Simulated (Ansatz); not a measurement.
Geometry relaxation of Ru (part 2 of 2)

Continued. System: Ru (P6₃/mmc, 2 atoms in the cell). Method: DFT, r2SCAN, PAW with Ansatz's default frozen-core files, scalar-relativistic, no spin polarisation (Ansatz 0.2.0); cutoff 500 eV, 19×19×10 k-mesh, Fermi–Dirac smearing of 0.08 eV. The structure was built on a prototype by a generator; it need not be a known phase. It belongs to a series of runs on one base structure; here: bulk cell relaxed.

Geometry of the input (Å; fractional positions):
```
2.6844  0.0000  0.0000
-1.3422  2.3248  0.0000
0.0000  0.0000  4.3488
Ru 0.3333  0.6667  0.2500
Ru 0.6667  0.3333  0.7500
```

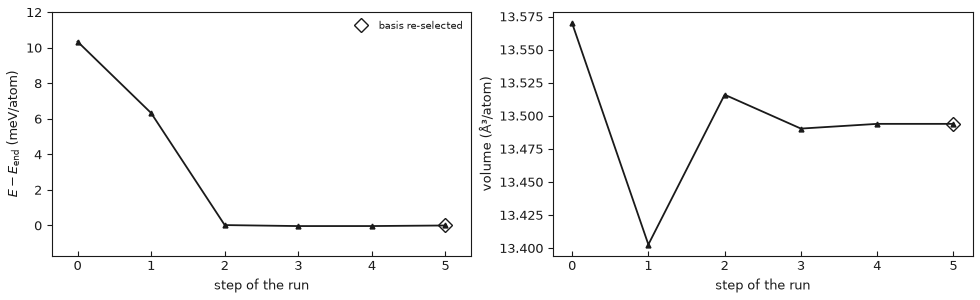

Progress of the relaxation, step by step (the first geometry is step 0 here and step 1 in the log).

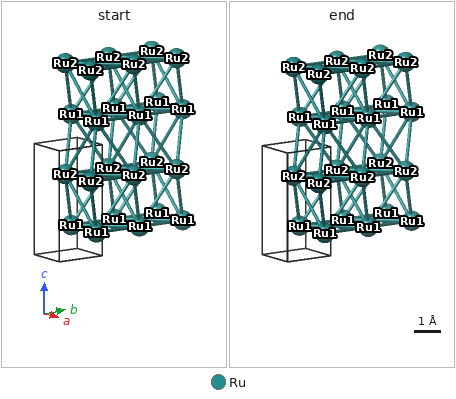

Before (left) and after (right) the relaxation, at one scale (ball-and-stick view of the cell of the calculation, repeated 2 × 3 × 2, seen slightly off an axis). The energy falls by 10.4 meV per atom in 4 geometry steps. All forces vanish by symmetry, so only the cell relaxes. The pressure goes from −2.00 to 0.00 GPa. The atoms keep their places relative to the cell (all moves are under 0.005 Å). The drawn cell changes as follows: a = b 2.684 → 2.703 Å (+0.7 %), c 4.349 → 4.264 Å (−1.9 %); the volume changes by −0.6 %. Among the contacts that change: Ru1–Ru2 2.670 → 2.642 Å, Ru1–Ru1 2.684 → 2.703 Å. The space group stays P6_3/mmc (No. 194). A last SCF at the same geometry on a re-selected plane-wave basis shifts the energy by +0.0 meV per atom. (Atoms are counted from 1 in the order of the input.)

```
basis re-selected at this cell: Δ(F+E_penalty+E_count) = +6.385e-5 eV, ΔP = -0.003 GPa vs the last step (what re-selecting the basis moved, of the pressure what is left beyond the Pulay correction that the steps carried, after the strain that the cell walked since its last selection, with what the two solves' SCF thresholds leave and, on support functions, any second-order correction that the steps lacked; it is no measure of the basis error at this ecutwfc). This SCF's stress stands 1.55e-2 GPa from its target on what of the cell is left free (relax.cell.stress_tol is 5.00e-2 GPa) and its largest allowed force component is 6.48e-17 eV/Å (relax.f_tol is 5.00e-3 eV/Å): within both
SCF converged after 5 iterations
Free energy (F): -11781.428190 eV
Harris-Foulkes:  -11781.428190 eV  (|F-HF|=2.18e-11)
Internal energy: -11781.396510 eV  (E = F + TS)
E sigma→0 (E₀):  -11781.412350 eV
Entropy (-TS):   -0.031680 eV (-15.840 meV/atom)
Fermi energy:    23.579265 eV
--- Per-component energies (eV) ---
  E_band       = -133.106420
  E_kinetic    = 1028.640854
  E_local      = -2500.707168  (includes V_loc(G=0)·N_el)
  E_nonlocal   = 685.601824
  E_hartree    = 803.276416
  E_xc         = -368.663111
  E_vxc        = -534.112834  (∫ρ·V_xc dr)
  E_paw        = -6957.719148  (= ΣΔE_a)
  E_vpaw       = -456.667207  (= ΣTr[D̂ρ^β])
  E_aug_tail   = 0.000200  (compensation charges beyond the density's cutoff)
  E_vtau       = 37.585073  (kinetic-family band-sum trace: ∫τ·v_τ [+ j·A + Jᵃ·Aᵃ] dr)
  E_ewald      = -4471.204465
  E_core_change = -0.621911  (= ΣΔE_core)
  E_smearing   = -0.031680  (= −TS)
  E_closure    = 0.000000  (closes the sum)
  Σ components = -11781.428190   (vs F -11781.428190, Δ=0.00e0)
--- Forces (eV/Å), atoms counted from 1 ---
  atom   1  Ru     0.00000000     0.00000000     0.00000000
  atom   2  Ru    -0.00000000    -0.00000000    -0.00000000
  max |Σ_I F_I| component: 4.63e-18 eV/Å
--- Stress (GPa, compression-positive) ---
        0.001959      -0.000000       0.000000
       -0.000000       0.001959       0.000000
        0.000000       0.000000      -0.015460
  P = ⅓ Tr σ = -0.0038 GPa (-0.038 kbar)
--- Band table (eV; the first three rows and the last of 240) ---
  k-point 0: bands = ["-51.7852", "-51.5530", "-21.5352", "-20.5157", "-20.5157", "-20.3271", "-20.3271", "-20.2747", "15.2068", "17.0393", "20.8405", "20.8405", "21.0593", "21.5558", "21.5558", "22.0657", "22.0657", "24.8079", "24.8079", "24.9666", "34.5238", "38.9877", "41.5981", "42.2516"]
  k-point 1: bands = ["-51.7797", "-51.5587", "-21.5058", "-20.5111", "-20.5111", "-20.3318", "-20.3318", "-20.3071", "15.3258", "17.0803", "20.7635", "20.7635", "20.9990", "21.4843", "21.4843", "22.2364", "22.2364", "24.5701", "24.8160", "24.8160", "35.0387", "38.7330", "41.9131", "42.0896"]
  k-point 2: bands = ["-51.7634", "-51.5755", "-21.4200", "-20.4978", "-20.4978", "-20.4008", "-20.3453", "-20.3453", "15.6690", "17.1907", "20.6300", "20.6300", "20.8384", "21.2984", "21.2984", "22.6418", "22.6418", "23.6039", "24.8082", "24.8082", "36.3531", "38.3424", "41.1488", "43.0881"]
  k-point 239: bands = ["-51.5382", "-51.5382", "-21.2760", "-21.2760", "-20.9698", "-20.9698", "-20.4904", "-20.4904", "18.5492", "18.5492", "19.3019", "19.3019", "20.6889", "20.6889", "22.3207", "22.3207", "24.8810", "24.8810", "32.1155", "32.1155", "35.0270", "35.0270", "35.7781", "35.7781"]
--- Relaxed structure (5 steps of the walk, 5 accepted, 1 SCFs on fresh bases) ---
  F+E_penalty+E_count = -11781.42818970 eV   max|allowed force component| = 6.476e-17 eV/Å   (the final SCF, on the basis selected at the relaxed cell)
  cell:  # Å, volume = 26.9878 Å³
    - [2.7033707467484906, -7.340302960159623e-33, -9.175378700199528e-34]
    - [-1.3516853733742453, 2.3411877425319014, 1.0050640692654126e-33]
    - [-1.4864113494365184e-33, 1.0219078027376063e-33, 4.264082115083769]
  atoms:
    - { symbol: Ru, position: [0.3333333333333333, 0.6666666666666666, 0.25] }
    - { symbol: Ru, position: [0.6666666666666666, 0.3333333333333333, 0.7500000000000001] }
```

File v_z.tsv
```
# z_ang	v_es[eV]	v_tot[eV]
# format = ansatz-planar-average/11
# xc	r2scan
# density_cutoff_ev	2000
# datasets	Ru=:simpson_from_first_knot:soft:shift=0
# lattice	2.703370747	-0.000000000	-0.000000000
# lattice	-1.351685373	2.341187743	0.000000000
# lattice	-0.000000000	0.000000000	4.264082115
# sites	2
# site	44	-0.000000000	1.560791828	1.066020529
# site	44	1.351685373	0.780395914	3.198061586
0.000000	2.166646e1	9.582841e0
0.133253	2.099377e1	8.705554e0
0.266505	1.865518e1	5.635815e0
0.399758	1.455641e1	4.889639e-1
0.533010	9.326855e0	-6.014791e0
0.666263	3.919962e0	-1.264600e1
0.799515	-7.349448e-1	-1.811612e1
0.932768	-3.886420e0	-2.172978e1
1.066021	-5.002922e0	-2.296490e1
1.199273	-3.886420e0	-2.172978e1
1.332526	-7.349448e-1	-1.811612e1
1.465778	3.919962e0	-1.264600e1
1.599031	9.326855e0	-6.014791e0
1.732283	1.455641e1	4.889639e-1
1.865536	1.865518e1	5.635815e0
1.998788	2.099377e1	8.705554e0
2.132041	2.166646e1	9.582841e0
2.265294	2.099377e1	8.705554e0
2.398546	1.865518e1	5.635815e0
2.531799	1.455641e1	4.889639e-1
2.665051	9.326855e0	-6.014791e0
2.798304	3.919962e0	-1.264600e1
2.931556	-7.349448e-1	-1.811612e1
3.064809	-3.886420e0	-2.172978e1
3.198062	-5.002922e0	-2.296490e1
3.331314	-3.886420e0	-2.172978e1
3.464567	-7.349448e-1	-1.811612e1
3.597819	3.919962e0	-1.264600e1
3.731072	9.326855e0	-6.014791e0
3.864324	1.455641e1	4.889639e-1
3.997577	1.865518e1	5.635815e0
4.130830	2.099377e1	8.705554e0
```

Trajectory as extended XYZ (Å, eV, eV/Å), 6 frames, from step=1 to step=6
```
2
Lattice="2.6844 0.0000 0.0000 -1.3422 2.3248 0.0000 0.0000 0.0000 4.3488" Properties=species:S:1:pos:R:3:forces:R:3 step=1 energy=-11781.40749 pressure_GPa=-2.00
Ru    0.0000    1.5499    1.0872    0.0000   0.0000   0.0000
Ru    1.3422    0.7749    3.2616    0.0000   0.0000   0.0000
2
Lattice="2.7154 0.0000 0.0000 -1.3577 2.3516 0.0000 0.0000 0.0000 4.1978" Properties=species:S:1:pos:R:3:forces:R:3 step=2 energy=-11781.41553 pressure_GPa=2.82
Ru    0.0000    1.5677    1.0494    0.0000   0.0000   0.0000
Ru    1.3577    0.7839    3.1483    0.0000   0.0000   0.0000
2
Lattice="2.7045 0.0000 0.0000 -1.3523 2.3422 0.0000 0.0000 0.0000 4.2674" Properties=species:S:1:pos:R:3:forces:R:3 step=3 energy=-11781.42814 pressure_GPa=-0.56
Ru    0.0000    1.5615    1.0669    0.0000   0.0000   0.0000
Ru    1.3523    0.7807    3.2006    0.0000   0.0000   0.0000
2
Lattice="2.7030 0.0000 0.0000 -1.3515 2.3409 0.0000 0.0000 0.0000 4.2640" Properties=species:S:1:pos:R:3:forces:R:3 step=4 energy=-11781.42826 pressure_GPa=0.09
Ru    0.0000    1.5606    1.0660    0.0000   0.0000   0.0000
Ru    1.3515    0.7803    3.1980    0.0000   0.0000   0.0000
2
Lattice="2.7034 0.0000 0.0000 -1.3517 2.3412 0.0000 0.0000 0.0000 4.2641" Properties=species:S:1:pos:R:3:forces:R:3 step=5 energy=-11781.42825 pressure_GPa=-0.00
Ru    0.0000    1.5608    1.0660    0.0000   0.0000   0.0000
Ru    1.3517    0.7804    3.1981    0.0000   0.0000   0.0000
2
Lattice="2.7034 0.0000 0.0000 -1.3517 2.3412 0.0000 0.0000 0.0000 4.2641" Properties=species:S:1:pos:R:3:forces:R:3 step=6 energy=-11781.42819 pressure_GPa=-0.00
Ru    0.0000    1.5608    1.0660    0.0000   0.0000   0.0000
Ru    1.3517    0.7804    3.1981    0.0000   0.0000   0.0000
```

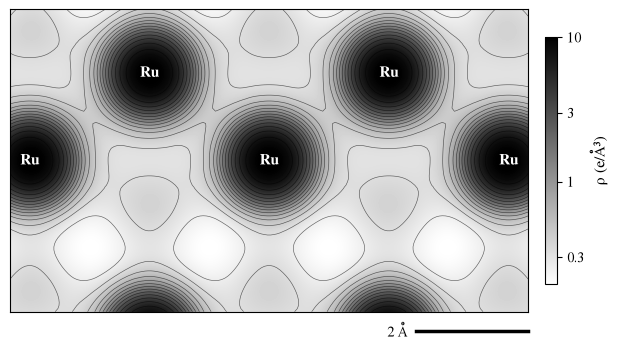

Valence charge density (pseudo) on the (110) plane of the conventional cell. Ru–Ru (2.64 Å): ρ at the midpoint is about 0.43 e/Å³. Away from the nuclei the density in this plane falls to 0.19 e/Å³ at its lowest. Core electrons are frozen (PAW), so the fields are smoothed inside the atomic spheres.

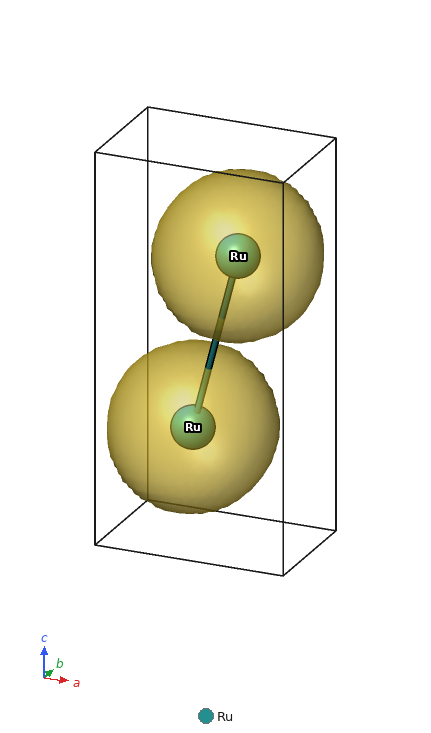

Isosurface of the valence electron density at 1 e/Å³ (yellow), seen slightly off an axis. Sticks mark near contacts. The outline is the cell set on symmetry axes. At this value the density breaks into separate islands; it holds about 75 % of the electrons treated as valence (semicore included). It is pinched off along the Ru–Ru (2.64 Å) and Ru–Ru (2.70 Å) contacts. On the grid the lowest density along these lines, outside the cores, is 0.43 e/Å³ (Ru–Ru, 2.64 Å) and 0.39 e/Å³ (Ru–Ru, 2.70 Å).
